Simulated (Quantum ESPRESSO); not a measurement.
## Energy of CuO along an even scaling of the cell

System: CuO (4 atoms in the cell).
Method: Kohn-Sham DFT of a periodic cell, r2SCAN, SG15 PBE 1.2, no spin polarisation (Quantum ESPRESSO 7.5).

The 7 runs differ only in the geometry, by an even scaling of the cell at fixed fractional positions. The structure derives from an entry of the Crystallography Open Database.

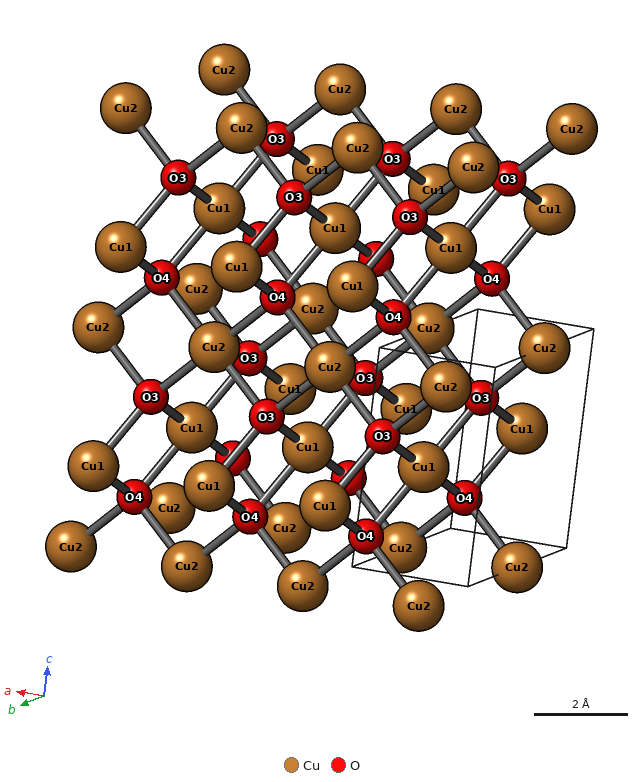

Figure 1. The structure of run 4 (ball-and-stick view of the cell of the calculation, repeated 3 × 2 × 2, seen at an oblique angle; atoms are numbered from 1 in the order of the input). An atom can appear more than once, as a periodic image.

### Input of run 4
```
&CONTROL
  calculation = 'scf'
  prefix = 'pwscf'
  outdir = './tmp'
  pseudo_dir = './pseudo'
  tstress = .true.
  disk_io = 'nowf'
/
&SYSTEM
  ibrav = 0
  nat = 4
  ntyp = 2
  ecutwfc = 88
  nbnd = 34
  input_dft = 'r2scan'
  occupations = 'smearing'
  smearing = 'fd'
  degauss = 0.00367493
  nosym = .true.
  nr1 = 36
  nr2 = 36
  nr3 = 60
/
&ELECTRONS
  conv_thr = 1d-08
  electron_maxstep = 120
  mixing_beta = 0.5
/
ATOMIC_SPECIES
Cu    63.5460 Cu_ONCV_PBE-1.2.upf
O     15.9990 O_ONCV_PBE-1.2.upf
CELL_PARAMETERS angstrom
   2.3418500000   -1.7113000000    0.0000000000
   2.3418500000    1.7113000000    0.0000000000
  -0.8500274268    0.0000000000    5.0578693947
ATOMIC_POSITIONS crystal
Cu     0.5000000000    0.0000000000    0.5000000000
Cu     0.0000000000    0.5000000000    0.0000000000
O      0.4184000000    0.5816000000    0.7500000000
O      0.5816000000    0.4184000000    0.2500000000
K_POINTS automatic
4 4 2 0 0 0
```

Command:
```bash
OMP_NUM_THREADS=1 mpirun -n 2 pw.x -nk 2 -in pw.in > pw.out
```

Lattice vectors (Å) and fractional positions of run 4:
```
   2.341850   -1.711300    0.000000
   2.341850    1.711300    0.000000
  -0.850027    0.000000    5.057869
Cu  0.500000 -0.000000  0.500000
Cu  0.000000  0.500000  0.000000
O   0.418400  0.581600  0.750000
O   0.581600  0.418400  0.250000
```

Run 5 differs from it as follows:
```diff
-   2.3418500000   -1.7113000000    0.0000000000
-   2.3418500000    1.7113000000    0.0000000000
-  -0.8500274268    0.0000000000    5.0578693947
+   2.3573593924   -1.7226334429    0.0000000000
+   2.3573593924    1.7226334429    0.0000000000
+  -0.8556569116    0.0000000000    5.0913661947
```

### Results, with one run withheld

| run | volume per atom (Å³) | free energy per atom, from the lowest run given (meV) | pressure (GPa) |
| --- | --- | --- | --- |
| 1 | 9.527 | 19.27 | 11.81 |
| 2 | 9.730 | 7.29 | 7.00 |
| 3 | 9.932 | 1.07 | 2.70 |
| 4 | 10.135 | 0.00 | −1.13 |
| 5 | 10.338 | ? | ? |
| 6 | 10.540 | 11.11 | −7.59 |
| 7 | 10.743 | 22.35 | −10.32 |

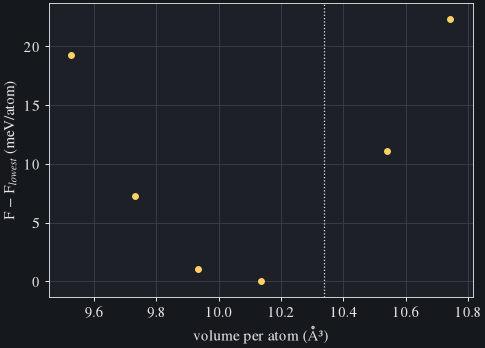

Figure 2. Free energy per atom of the runs given; the dotted line marks run 5.

Fit the runs given and predict run 5.

A cubic polynomial in V^(−2/3) (the Birch–Murnaghan form), fitted to the 6 runs given, misses them by at most 0.02 meV per atom. With x = V^(−2/3) − 0.21422 Å⁻², it reads F = −0.17688 − 63.425 x + 2.8621e+05 x² + 4.8632e+05 x³ (meV per atom). At run 5 it gives 3.53 meV per atom, and the run itself gives 3.51. The slope of the fit gives a pressure −dF/dV of −4.46 GPa there, and the run prints −4.55 GPa. The two needn't agree exactly: the fit is approximate, and the printed stress is taken on a finite basis. The fit has its minimum at 10.078 Å³ per atom, where V d²F/dV² gives 186 GPa. Cell shape and fractional positions are held, so this is the stiffness under even scaling; the relaxed bulk modulus wasn't computed.

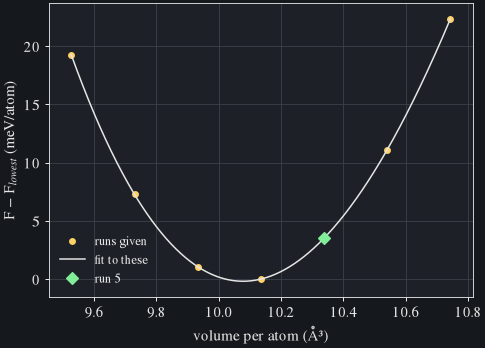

Figure 3. The fit and the withheld run.

### Some lines of the output (run 5)
```
[...]
     total energy              =    -794.29004952 Ry
     total energy              =    -794.29226715 Ry
     total energy              =    -794.29226941 Ry
     total energy              =    -794.29225390 Ry
     total energy              =    -794.29227395 Ry
     total energy              =    -794.29227283 Ry
     total energy              =    -794.29227384 Ry
     total energy              =    -794.29227390 Ry
     total energy              =    -794.29227389 Ry
     the Fermi energy is    11.9344 ev
!    total energy              =    -794.29227390 Ry
     The total energy is F=E-TS. E is the sum of the following terms:
     Computing stress (Cartesian axis) and pressure
          total   stress  (Ry/bohr**3)                   (kbar)     P=      -45.49
```

Notes: Further notes kept with the run: potentials made for another functional. Points of doubt noted for this run: coarse mesh; potentials made for another functional. The run has no spin polarisation, so a magnetic state may lie lower. The k-point mesh is coarse for a cell of this size, so the results may not be converged.
